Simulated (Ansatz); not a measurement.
Single-point calculation of CuO (part 2 of 2)

Continued. System: CuO (slab, 20 atoms in the cell). Method: DFT PBE, scalar-relativistic, plane waves, PAW, no spin polarisation (Ansatz 0.2.0); cutoff 420 eV, 13×6×1 k-mesh, Gaussian smearing of 0.1 eV. The structure derives from an entry of the Crystallography Open Database. It belongs to a series of runs on one base structure; here: (1 1 1) slab cut from the bulk.

Geometry of the input (Å; fractional positions):
```
2.9487  0.0000  0.0000
-2.9356  5.9356  0.0000
0.0000  0.0000  26.5157
O  0.9460  0.4443  0.2829
Cu 0.6334  0.6326  0.3070
Cu 0.6334  0.1326  0.3070
O  0.3209  0.8209  0.3311
O  0.6959  0.1975  0.3794
Cu 0.3833  0.3858  0.4035
Cu 0.3833  0.8858  0.4035
O  0.0708  0.5741  0.4276
O  0.4458  0.9507  0.4759
Cu 0.1332  0.1390  0.5000
Cu 0.1332  0.6390  0.5000
O  0.8207  0.3273  0.5241
O  0.1957  0.7039  0.5724
Cu 0.8831  0.8922  0.5965
Cu 0.8831  0.3922  0.5965
O  0.5706  0.0805  0.6206
O  0.9456  0.4571  0.6689
Cu 0.6330  0.6454  0.6930
Cu 0.6330  0.1454  0.6930
O  0.3205  0.8337  0.7171
```

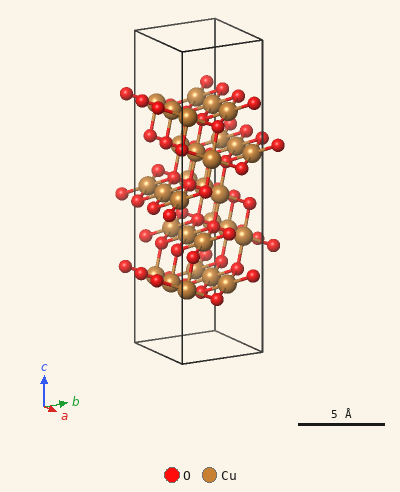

The structure as given in the input (ball-and-stick view of the 3 × 1 repeat of the cell, with the vacuum cut short, seen slightly off an axis; bonded neighbours outside the cell are drawn too). An atom can appear more than once, as a periodic image.

Output, continued
```
  k-point 0: bands = ["-110.5142", "-110.5142", "-110.4944", "-110.4896", "-110.4896", "-110.4824", "-110.4824", "-110.4598", "-109.8367", "-109.8367", "-68.0674", "-68.0674", "-68.0324", "-68.0324", "-68.0013", "-67.9930", "-67.9912", "-67.9906", "-67.9906", "-67.9557", "-67.9554", "-67.9553", "-67.9528", "-67.9491", "-67.9491", "-67.9219", "-67.6437", "-67.6380", "-67.6380", "-67.6171", "-67.6085", "-67.6073", "-67.5189", "-67.5189", "-67.3724", "-67.3724", "-67.1543", "-67.1543", "-67.1257", "-67.1256", "-17.4505", "-17.2066", "-16.9478", "-16.7049", "-16.6383", "-16.3503", "-16.2607", "-16.2280", "-15.3260", "-15.3258", "-5.6460", "-5.1609", "-4.6221", "-4.3274", "-4.1985", "-4.0770", "-3.7982", "-3.4180", "-3.3282", "-3.1668", "-3.1543", "-3.1375", "-3.1182", "-3.1002", "-2.9479", "-2.9401", "-2.9333", "-2.2388", "-2.1383", "-1.9449", "-1.5263", "-1.4140", "-1.3422", "-1.2882", "-1.1653", "-1.0973", "-1.0271", "-0.9812", "-0.9703", "-0.8802", "-0.7954", "-0.7034", "-0.6011", "-0.5873", "-0.5689", "-0.4719", "-0.4609", "-0.4503", "-0.4393", "-0.3629", "-0.3129", "-0.2844", "-0.2796", "-0.2064", "-0.1824", "-0.1562", "-0.1473", "-0.1282", "-0.0981", "-0.0942", "-0.0752", "-0.0440", "0.0719", "0.0765", "0.0879", "0.1388", "0.1986", "0.2508", "0.2651", "0.2783", "0.2908", "0.3039", "0.3476", "0.3705", "0.4675", "0.4979", "0.5469", "0.6074", "0.9717", "1.0762", "1.6861", "1.8624", "1.9111", "2.2425", "2.6276", "2.7783", "2.7876", "2.8667", "3.0687", "3.0792", "3.7287", "4.0241", "4.7639", "5.8372", "6.6816", "6.6870", "7.5164", "7.6320", "7.6761", "7.8204", "8.1037", "8.3679", "8.5693", "9.0353", "9.2778", "9.6612", "9.9310", "10.4915", "10.7053", "10.9433"]
  k-point 1: bands = ["-110.5142", "-110.5142", "-110.4944", "-110.4896", "-110.4896", "-110.4824", "-110.4824", "-110.4598", "-109.8367", "-109.8367", "-68.0674", "-68.0674", "-68.0324", "-68.0324", "-68.0013", "-67.9930", "-67.9912", "-67.9906", "-67.9906", "-67.9556", "-67.9554", "-67.9552", "-67.9528", "-67.9492", "-67.9492", "-67.9219", "-67.6437", "-67.6380", "-67.6380", "-67.6171", "-67.6085", "-67.6073", "-67.5189", "-67.5189", "-67.3724", "-67.3724", "-67.1543", "-67.1543", "-67.1257", "-67.1256", "-17.4051", "-17.1709", "-16.9316", "-16.7294", "-16.6853", "-16.4341", "-16.2499", "-16.1886", "-15.3343", "-15.3341", "-5.5224", "-5.0569", "-4.5596", "-4.4005", "-4.1374", "-4.1228", "-3.8027", "-3.3799", "-3.2745", "-3.1627", "-3.1500", "-3.1264", "-3.0901", "-3.0695", "-2.9307", "-2.9220", "-2.9099", "-2.4642", "-2.1805", "-1.9710", "-1.7020", "-1.4368", "-1.3576", "-1.3513", "-1.2605", "-1.2012", "-1.1495", "-1.0625", "-0.9829", "-0.9428", "-0.8098", "-0.7828", "-0.7183", "-0.6780", "-0.5921", "-0.5620", "-0.5347", "-0.4455", "-0.3828", "-0.3314", "-0.3136", "-0.2448", "-0.2403", "-0.1880", "-0.1587", "-0.1414", "-0.1164", "-0.0952", "-0.0778", "-0.0487", "-0.0304", "0.0228", "0.0323", "0.0864", "0.0930", "0.1358", "0.2505", "0.2651", "0.2719", "0.3417", "0.4117", "0.4324", "0.4817", "0.5128", "0.5397", "0.5471", "0.5750", "0.6380", "0.9648", "1.0783", "1.5654", "1.8333", "2.0471", "2.2445", "2.5619", "2.6738", "2.8011", "2.8159", "3.0263", "3.0325", "3.9865", "4.2395", "4.8875", "5.9042", "6.5825", "6.7095", "7.1585", "7.4948", "7.5877", "7.6233", "7.9378", "8.2110", "8.5660", "8.9970", "9.2803", "9.4554", "10.1945", "10.2883", "10.6683", "10.8161"]
  k-point 2: bands = ["-110.5143", "-110.5142", "-110.4944", "-110.4896", "-110.4896", "-110.4824", "-110.4824", "-110.4598", "-109.8367", "-109.8367", "-68.0674", "-68.0674", "-68.0324", "-68.0324", "-68.0013", "-67.9930", "-67.9912", "-67.9906", "-67.9906", "-67.9554", "-67.9554", "-67.9551", "-67.9528", "-67.9494", "-67.9493", "-67.9220", "-67.6437", "-67.6380", "-67.6380", "-67.6171", "-67.6085", "-67.6073", "-67.5189", "-67.5189", "-67.3724", "-67.3724", "-67.1543", "-67.1543", "-67.1257", "-67.1256", "-17.2766", "-17.0742", "-16.9108", "-16.8617", "-16.7651", "-16.5130", "-16.2675", "-16.1409", "-15.3513", "-15.3511", "-5.1947", "-4.8097", "-4.5314", "-4.4959", "-4.1889", "-3.9308", "-3.8553", "-3.3385", "-3.2693", "-3.1604", "-3.1363", "-3.0963", "-3.0353", "-3.0185", "-2.9412", "-2.8829", "-2.8572", "-2.7724", "-2.2597", "-2.1048", "-1.8606", "-1.6565", "-1.5940", "-1.5140", "-1.4867", "-1.3591", "-1.1814", "-1.0916", "-1.0466", "-1.0085", "-0.9329", "-0.9191", "-0.8903", "-0.8721", "-0.6083", "-0.5239", "-0.5102", "-0.4080", "-0.3265", "-0.3246", "-0.2921", "-0.2500", "-0.1743", "-0.1676", "-0.1555", "-0.1260", "-0.1068", "-0.0999", "-0.0656", "-0.0345", "-0.0269", "0.0460", "0.0893", "0.1564", "0.1739", "0.2190", "0.2355", "0.3083", "0.4287", "0.4523", "0.5195", "0.5417", "0.5728", "0.6123", "0.6506", "0.7084", "0.8091", "0.8348", "1.0629", "1.1069", "1.5279", "1.7528", "2.0632", "2.3026", "2.3578", "2.5244", "2.7057", "2.7525", "2.9303", "2.9340", "4.6139", "4.7736", "5.2426", "6.0602", "6.3583", "6.3883", "6.6677", "7.0874", "7.0904", "7.4743", "7.7344", "8.2173", "8.3887", "8.7397", "9.3968", "9.4946", "9.6864", "10.1068", "10.5836", "10.7833"]
  k-point 39: bands = ["-110.5137", "-110.5137", "-110.4939", "-110.4891", "-110.4891", "-110.4819", "-110.4819", "-110.4593", "-109.8363", "-109.8362", "-68.0780", "-68.0780", "-68.0312", "-68.0311", "-68.0018", "-68.0015", "-68.0003", "-67.9923", "-67.9905", "-67.9663", "-67.9538", "-67.9538", "-67.9524", "-67.9488", "-67.9487", "-67.9208", "-67.6526", "-67.6468", "-67.6468", "-67.6163", "-67.6078", "-67.6066", "-67.5181", "-67.5181", "-67.3717", "-67.3717", "-67.1537", "-67.1537", "-67.1346", "-67.1346", "-16.8085", "-16.6421", "-16.4833", "-16.4152", "-16.3002", "-16.1721", "-16.0423", "-15.9960", "-15.0699", "-15.0699", "-4.5780", "-4.3926", "-4.3922", "-4.1991", "-4.0928", "-4.0165", "-3.9609", "-3.9031", "-3.7455", "-3.5757", "-3.5233", "-3.4028", "-3.3668", "-3.1394", "-3.0925", "-3.0716", "-2.8285", "-2.6988", "-2.6827", "-2.4706", "-2.3290", "-2.2542", "-2.1697", "-2.0847", "-1.9809", "-1.8945", "-1.8364", "-1.5753", "-0.9079", "-0.8787", "-0.8048", "-0.7658", "-0.6195", "-0.5305", "-0.4178", "-0.4007", "-0.3477", "-0.3181", "-0.3084", "-0.2485", "-0.2218", "-0.2146", "-0.1754", "-0.1694", "-0.1389", "-0.1384", "-0.1197", "-0.0858", "-0.0748", "-0.0657", "-0.0293", "-0.0044", "0.0825", "0.1182", "0.1783", "0.2371", "0.2803", "0.2987", "0.3841", "0.4077", "0.4863", "0.5680", "0.6262", "0.6497", "0.7005", "0.7364", "0.8669", "0.9066", "0.9544", "1.0948", "1.1657", "1.4448", "1.8676", "2.0791", "2.2066", "2.3714", "2.5199", "2.6514", "2.8695", "3.0869", "5.0456", "5.7135", "6.1819", "6.3085", "6.4580", "7.4070", "7.6599", "7.8759", "8.0963", "8.5623", "8.6056", "9.4698", "9.5374", "9.9404", "11.0275", "11.5256", "11.5922", "11.8107", "11.9309", "12.1432"]
```

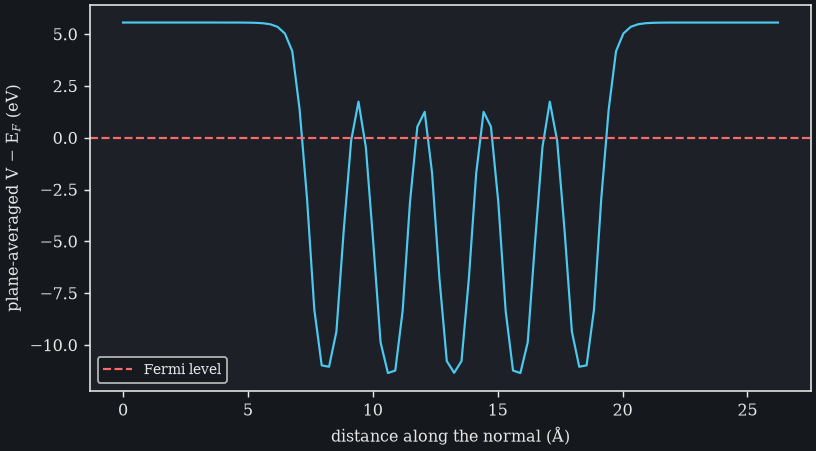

Plane average of the electrostatic potential energy of an electron across the cell, from the Fermi level. The vacuum level lies 5.56 eV above the Fermi level.

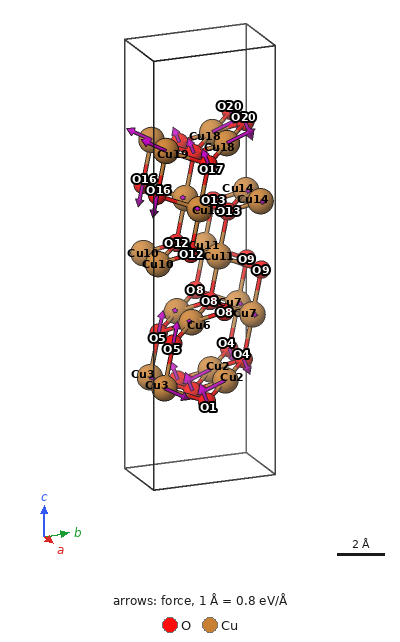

Forces on the atoms as pink arrows (ball-and-stick view of the 2 × 1 repeat of the cell, with the vacuum cut short, seen slightly off an axis; atoms are numbered from 1 in the order of the input); the smallest are left out. The largest act on Cu2, Cu18 (1.11 eV/Å); Cu3, Cu19 (0.99 eV/Å); O5, O16 (0.80 eV/Å); O1, O20 (0.71 eV/Å), among others. The geometry is not a stationary point of this energy.

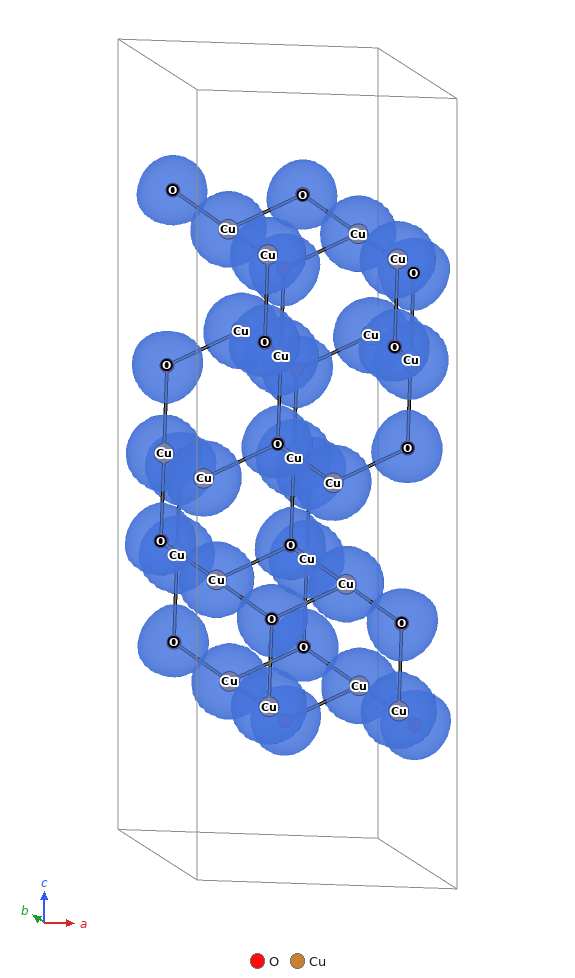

Isosurface of the valence electron density at 0.8 e/Å³ (blue), seen slightly off an axis. Sticks mark near contacts. At this value the density breaks into separate islands; it holds about 85 % of the electrons treated as valence (semicore included). It is pinched off along the Cu–O (1.96 Å) contacts. On the grid the lowest density along these lines, outside the cores, is 0.63 e/Å³ (Cu–O, 1.96 Å). In a PAW calculation such maps are meaningful between the atoms, not at the nuclei.

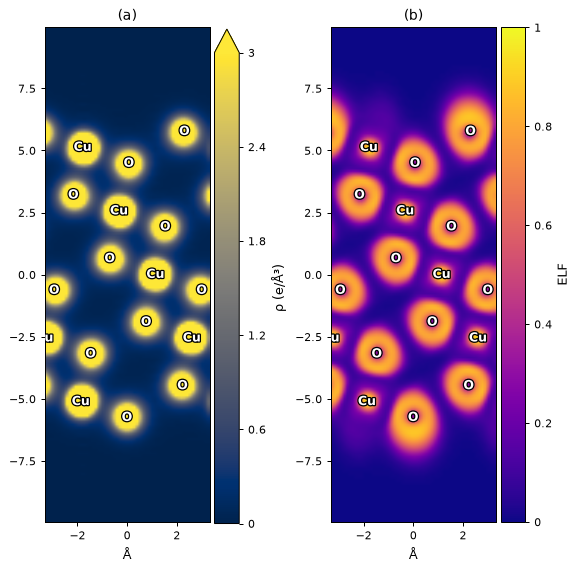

(a) valence electron density; (b) electron localisation function on the (11̄0) plane of the calculation cell, a cut from vacuum to vacuum. Cu–O (1.96 Å): ρ is about 0.63 e/Å³ halfway; the ELF is about 0.20 at the midpoint (no shared pair; the contact is polar). The density dies away to nearly zero in the vacuum. The strong features right at Cu lie inside the PAW spheres (semicore, d or f shells) and say nothing about bonding.

Summary

```json
{"quantity": "outcome", "value": "converged"}
{"quantity": "electrons treated", "value": "250"}
{"quantity": "free energy", "value": "−71911.1407 eV"}
{"quantity": "work function, top face", "value": "5.56 eV"}
{"quantity": "work function, bottom face", "value": "5.56 eV"}
{"quantity": "Fermi energy", "value": "2.237 eV"}
{"quantity": "gap on the k-point mesh", "value": "none (metallic)"}
{"quantity": "work function (upper face)", "value": "5.56 eV"}
{"quantity": "largest force (length of the vector)", "value": "1.109 eV/Å"}
{"quantity": "wall time", "value": "4.1 min (CPU time 8.2 min)"}
{"quantity": "peak memory", "value": "2.1 GiB"}
```

Notes

Warnings of the run: the exchange-correlation potential is rough where the density is thin. The run has no spin polarisation, so a magnetic state may lie lower.
